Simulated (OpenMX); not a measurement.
# A series of single points on WS$_{2}$

System: WS$_{2}$ (P6₃/mmc, 6 atoms in the cell).
Method: Kohn-Sham DFT of a periodic cell, LDA, OpenMX 2013 LDA set, no spin polarisation (OpenMX 3.8.5).

The 7 runs differ only in the geometry, by an even scaling of the cell at fixed fractional positions. The structure derives from an entry of the Crystallography Open Database.

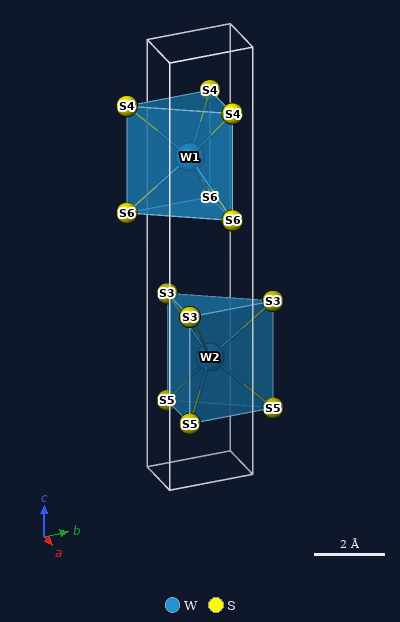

Figure 1. The structure of run 4 (polyhedral view of the cell of the calculation, seen slightly off an axis; polyhedra are completed across the faces of the cell; atoms are numbered from 1 in the order of the input). An atom can appear more than once, as a periodic image.

### Input of run 4
```
System.CurrrentDirectory             ./
System.Name                          WS2
DATA.PATH                            ./DFT_DATA13
level.of.stdout                      1
level.of.fileout                     0
Species.Number                       2
<Definition.of.Atomic.Species
  W   W7.0-s3p2d2f1          W_CA13
  S   S7.0-s2p2d1f1          S_CA13
Definition.of.Atomic.Species>

Atoms.Number                         6
Atoms.SpeciesAndCoordinates.Unit     FRAC
<Atoms.SpeciesAndCoordinates
    1  W     0.6666666667    0.3333333333    0.7500000000   6.000  6.000
    2  W     0.3333333333    0.6666666667    0.2500000000   6.000  6.000
    3  S     0.6666666667    0.3333333333    0.3750000000   3.000  3.000
    4  S     0.3333333333    0.6666666667    0.8750000000   3.000  3.000
    5  S     0.6666666667    0.3333333333    0.1250000000   3.000  3.000
    6  S     0.3333333333    0.6666666667    0.6250000000   3.000  3.000
Atoms.SpeciesAndCoordinates>

Atoms.UnitVectors.Unit               Ang
<Atoms.UnitVectors
     3.1800000000    0.0000000000    0.0000000000
    -1.5900000000    2.7539607840    0.0000000000
     0.0000000000    0.0000000000   12.5000000000
Atoms.UnitVectors>

scf.XcType                           LDA
scf.SpinPolarization                 off
scf.ElectronicTemperature            580.226
scf.energycutoff                     400.0
scf.maxIter                          100
scf.EigenvalueSolver                 band
scf.Kgrid                            11 11 3
scf.Mixing.Type                      rmm-diisk
scf.Init.Mixing.Weight               0.05
scf.Min.Mixing.Weight                0.001
scf.Max.Mixing.Weight                0.3
scf.Mixing.History                   25
scf.Mixing.StartPulay                8
scf.criterion                        1.0e-8
scf.stress.tensor                    on
MD.Type                              nomd
Band.dispersion                      on
Band.Nkpath                          9
<Band.kpath
   20   0.000000  0.000000  0.000000    0.500000  0.000000  0.000000  G M
   11   0.500000  0.000000  0.000000    0.333333  0.333333  0.000000  M K
   23   0.333333  0.333333  0.000000    0.000000  0.000000  0.000000  K G
    4   0.000000  0.000000  0.000000    0.000000  0.000000  0.500000  G A
   20   0.000000  0.000000  0.500000    0.500000  0.000000  0.500000  A L
   11   0.500000  0.000000  0.500000    0.333333  0.333333  0.500000  L H
   23   0.333333  0.333333  0.500000    0.000000  0.000000  0.500000  H A
    4   0.500000  0.000000  0.500000    0.500000  0.000000  0.000000  L M
    4   0.333333  0.333333  0.000000    0.333333  0.333333  0.500000  K H
Band.kpath>
```

Command:
```bash
openmx WS2.dat -nt 1 > WS2.std
```

Run 5 has the same physical settings and fractional positions; its lattice vectors (Å) are:
```
   3.201060    0.000000    0.000000
  -1.600530    2.772199    0.000000
   0.000000    0.000000   12.582784
```

### Results, with one run withheld

| run | volume per atom (Å³) | free energy per atom, from the lowest run given (meV) | gap on the mesh (eV) |
| --- | --- | --- | --- |
| 1 | 17.150 | 9.26 | 0.91 |
| 2 | 17.515 | 0.32 | 0.93 |
| 3 | 17.880 | 0.00 | 0.95 |
| 4 | 18.245 | 7.36 | 0.97 |
| 5 | 18.610 | ? | ? |
| 6 | 18.975 | 42.10 | 1.01 |
| 7 | 19.340 | 68.01 | 1.02 |

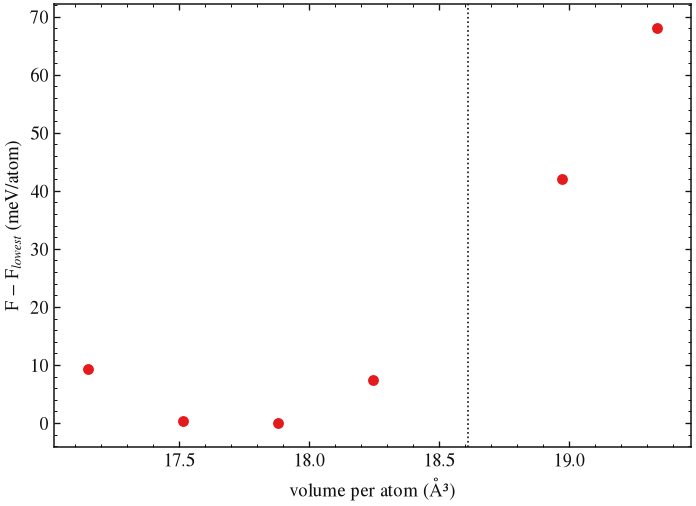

Figure 2. Free energy per atom of the runs given; the dotted line marks run 5.

Fit the runs given and predict run 5.

A cubic polynomial in V^(−2/3) (the Birch–Murnaghan form), fitted to the 6 runs given, misses them by at most 0.02 meV per atom. With x = V^(−2/3) − 0.14476 Å⁻², it reads F = 4.9205 − 4775.3 x + 9.8057e+05 x² + 1.5921e+06 x³ (meV per atom). At run 5 it gives 21.65 meV per atom, and the run itself gives 21.65. The fit has its minimum at 17.710 Å³ per atom, where V d²F/dV² gives 173 GPa. Cell shape and fractional positions are held, so this is the stiffness under even scaling; the relaxed bulk modulus wasn't computed and can be far lower in a crystal of layers, chains or molecules like this one. The gap on the mesh goes, without turning, from 0.91 eV in run 1 to 1.02 eV in run 7; run 5 has 0.99 eV. These are gaps of this functional on this mesh, which can miss the band edges; they aren't the measured gap.

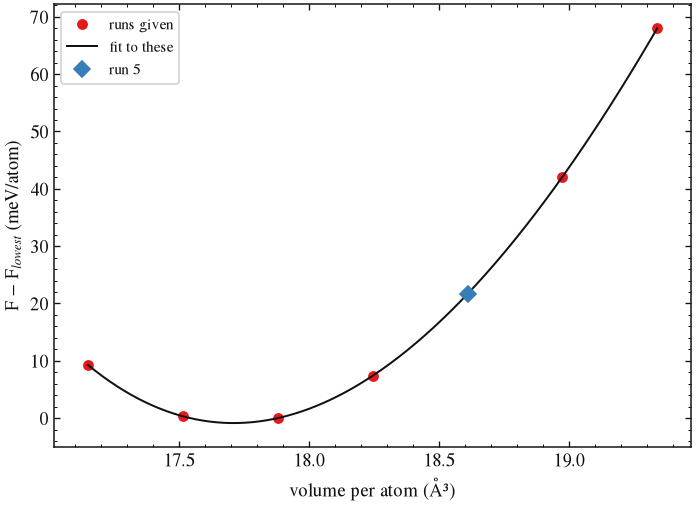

Figure 3. The fit and the withheld run.

### Some lines of the output (run 5)
```
[...]
  Cell_Volume =    753.514412933686 (Bohr^3)
        Total energy (Hartree) at MD = 1
   kloop=0
   kloop=1
   kloop=181
```

Notes: Spin–orbit coupling is left out, which matters for W. With a small basis of atomic orbitals these values can differ much from converged plane-wave results.
